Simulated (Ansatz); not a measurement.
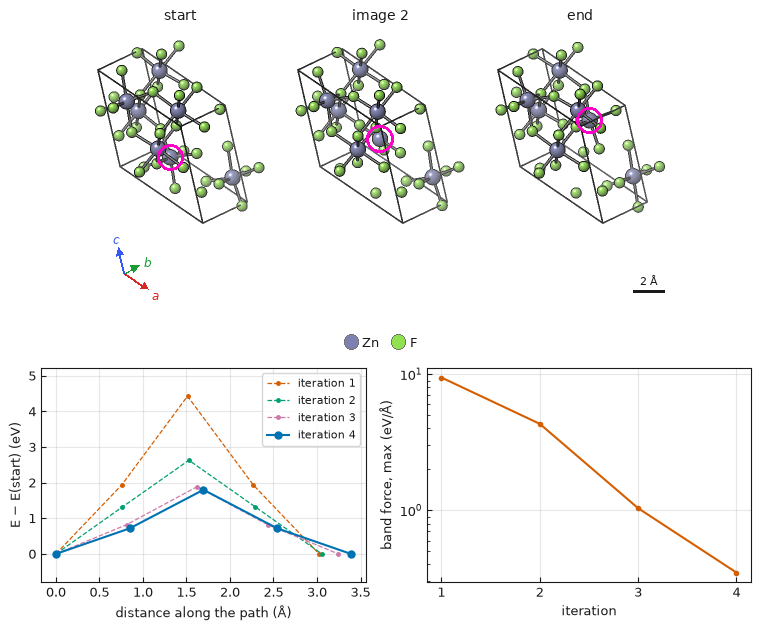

A nudged-elastic-band calculation for a defect cell of composition Zn7F16 with a Zn vacancy (23 atoms in the cell). Images are numbered from 0 (start) to 4 (end). The plot follows the band through its iterations. A ball-and-stick model of the reduced simulation cell (origin moved), seen slightly off an axis. The moving atom is ringed, with any periodic copies. Lengths and directions refer to the drawn axes. Bonds to atoms that aren't drawn are left out.

The calculation used DFT PBE, scalar-relativistic, plane waves, PAW (Ansatz). Settings: plane-wave cutoff 420 eV; k-point mesh 4 × 4 × 4; Gaussian smearing 0.05 eV; 3 movable images; climbing image from the first iteration; force threshold 0.05 eV/Å; iteration limit 60.

Q: Judge this run.

A: The result isn't final. The run hit its time limit after 4 iterations, unconverged. The largest component of the band force went from 9.5 to 0.35 eV/Å. The barrier read from it is provisional: over the last two iterations the highest image moved from 2.63 eV to 1.80 eV. The first iteration put the highest image at 4.43 eV. The two ends have the same energy, and the highest point, image 2, lies 1.80 eV above the start.

Limits of the set-up: the periodic images lie only 6.8 Å apart, so the values are limited by the cell's size.
